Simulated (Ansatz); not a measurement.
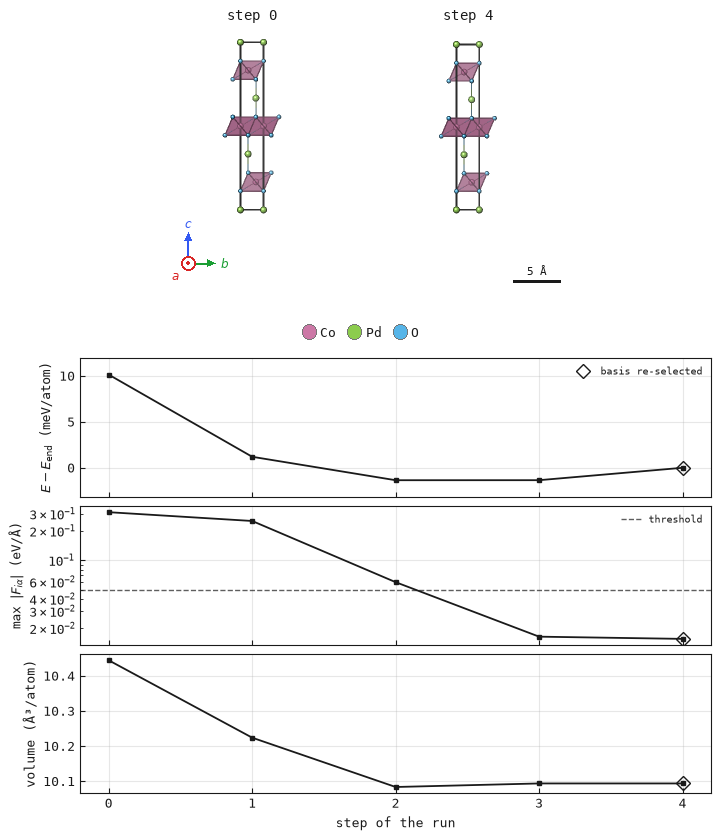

First and last geometry of a relaxation of crystalline CoPdO₂ (set up in R-3m) (coarse preliminary run), with the history of the run. A polyhedral model of the conventional cell (3 times the calculation's cell), seen along the a axis. Lengths and directions refer to the drawn axes.

Computed with DFT PBEsol, scalar-relativistic, plane waves, PAW in Ansatz 0.2.0. Settings: plane-wave cutoff 420 eV; k-point mesh 12 × 12 × 12; occupations gaussian; smearing width 0.1 eV; no spin polarisation; cell and atoms relaxed; force threshold 0.05 eV/Å; at most 80 steps.

Question: Did the run converge, and what did it change?

Answer: It converged. The largest moves relative to the cell, 0.007 Å, are those of O atoms. Pd and Co stay in place. Cell: a = b 2.845 → 2.815 Å (−1.0 %), c 17.880 → 17.646 Å (−1.3 %). Volume −3.4 %. Near-neighbour distances that change, for instance: Co–O 1.910 → 1.885 Å, O–Pd 2.005 → 1.986 Å. The space group stays R-3m (No. 166). Over 3 accepted moves (4 points after the start) the energy falls by 10.1 meV per atom. Largest force component: 0.31 eV/Å at the start, 0.016 eV/Å at the end. The pressure goes from −8.10 to −0.17 GPa. The SCF was repeated once at an unchanged geometry on a basis and grid sized afresh for the cell, which shifted the energy by 1.4 meV per atom at most. Cost: 28 s on 1 thread of Intel(R) Xeon(R) 6975P-C (Granite Rapids) (shared host), peak memory 0.54 GiB.
